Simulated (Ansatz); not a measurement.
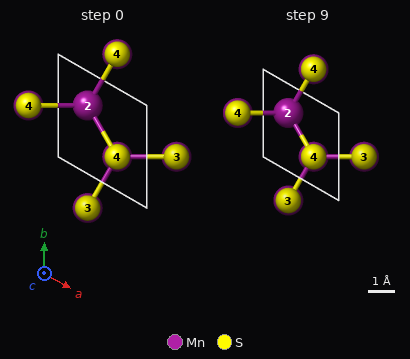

The structure of a crystal of MnS (set up in P6_3mc) before (left) and after (right) a relaxation, at one scale.

A ball-and-stick model of the cell of the calculation, seen along the c axis.

The run lets cell and atoms move.

Level of theory: Kohn-Sham DFT of a periodic cell, LDA, Ansatz PAW (Ansatz).

Input
```yaml
crystal:
  lattice:
    - [3.9535769233, 0.0, 0.0]
    - [-1.9767884617, 3.4238980514, 0.0]
    - [0.0, 0.0, 6.34252886]
  atoms:
    - { symbol: Mn, position: [0.6666666667, 0.3333333333, 0.49884467], spin: 4.0 }
    - { symbol: Mn, position: [0.3333333333, 0.6666666667, 0.99884467], spin: 4.0 }
    - { symbol: S, position: [0.3333333333, 0.6666666667, 0.6261543] }
    - { symbol: S, position: [0.6666666667, 0.3333333333, 0.1261543] }
hamiltonian:
  xc: lda
  pseudopotentials: { kind: paw }
magnetization:
  spin_polarized: true
kpoints:
  mp_grid: { grid: [8, 8, 4] }
scf:
  occupations: { method: fermi_dirac, width: 0.05 }
output:
  forces: true
  stress: true
relax:
  f_tol: 0.01
  max_steps: 40
  cell: { stress_tol: 0.05 }
```

Run as
```bash
ansatz run input.yaml --threads 2 --pin off --max-ram 5632MiB --backend cpu --events-out ev --progress --plain --runs-dir out
```

Summarise the run.

Over 8 accepted moves (9 points after the start) the energy falls by 0.906 eV per cell of the calculation. The largest force component goes from 0.25 to 0.0013 eV/Å. The pressure goes from −4.01 to 0.00 GPa. At 1 point the geometry stayed and the basis and grid were re-selected for the new cell (energy shift of 2.7 meV per cell of the calculation at most each time). The largest moves relative to the cell, 0.026 Å, are those of Mn and S atoms. By element the largest moves are Mn 0.026 Å, S 0.026 Å. The drawn cell changes as follows: a = b 3.954 → 3.374 Å (−14.7 %), c 6.343 → 5.880 Å (−7.3 %); the volume changes by −32.5 %. Near-neighbour distances that change, for instance: Mn–S 2.421 → 2.105 Å, Mn–S 2.364 → 2.140 Å. Among the angles between lasting bonds that change: S–Mn–S 109.5° → 106.5°, Mn–S–Mn 109.5° → 106.5°, Mn–S–Mn 109.5° → 112.3°. The space group stays P6_3mc (No. 186). The program noted that the starting moments weren't kept.

Limits of the set-up: only the magnetic order of this start and cell was tried (total moment 0.2 μB per cell).
